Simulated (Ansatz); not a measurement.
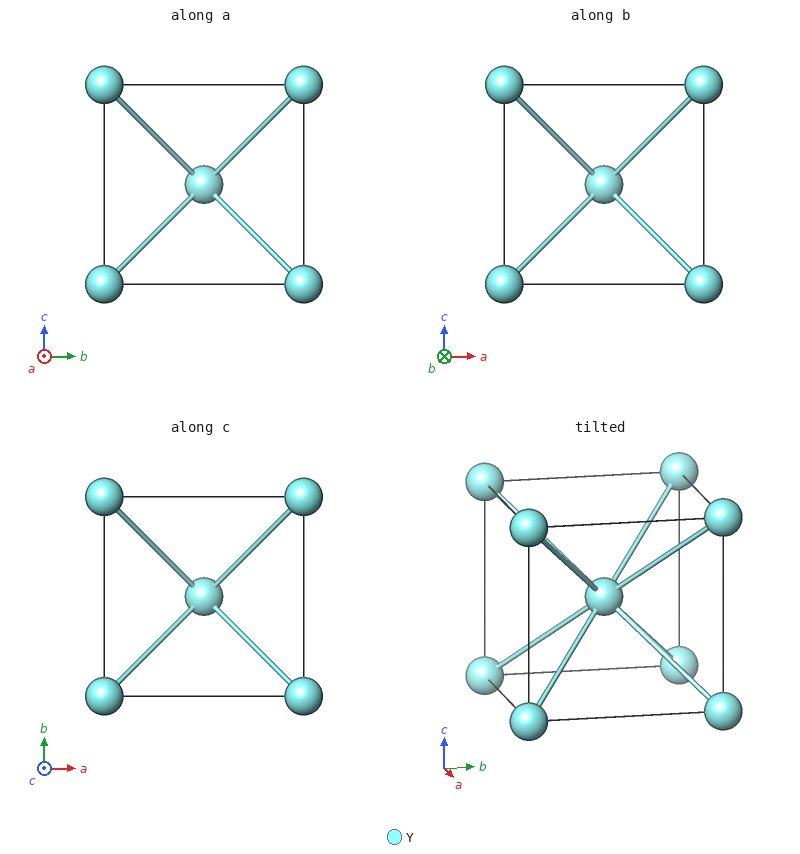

Ball-and-stick representation of a periodic structure, projected along the a axis, along the b axis, along the c axis and slightly off an axis. Lines trace the edges of the conventional unit cell.

Lattice parameters: a = 4.0718 Å, b = 4.0718 Å, c = 4.0718 Å, α = 90.000°, β = 90.000°, γ = 90.000°.

Convert the drawing into a CIF with its space group and independent sites.

```cif
data_structure
_symmetry_space_group_name_H-M 'I m -3 m'
_symmetry_Int_Tables_number 229
_cell_length_a 4.0718
_cell_length_b 4.0718
_cell_length_c 4.0718
_cell_angle_alpha 90.000
_cell_angle_beta 90.000
_cell_angle_gamma 90.000
_cell_volume 67.51
loop_
_atom_site_label
_atom_site_type_symbol
_atom_site_symmetry_multiplicity
_atom_site_Wyckoff_symbol
_atom_site_fract_x
_atom_site_fract_y
_atom_site_fract_z
_atom_site_occupancy
Y1 Y 2 a 0.0000 0.0000 0.0000 1
```

The model was built from a structure type filled with this element by a generator (whether the element takes this form wasn't checked). Earlier steps of the study may have refined or changed the cell and positions. It was the input of a calculation with Ansatz.
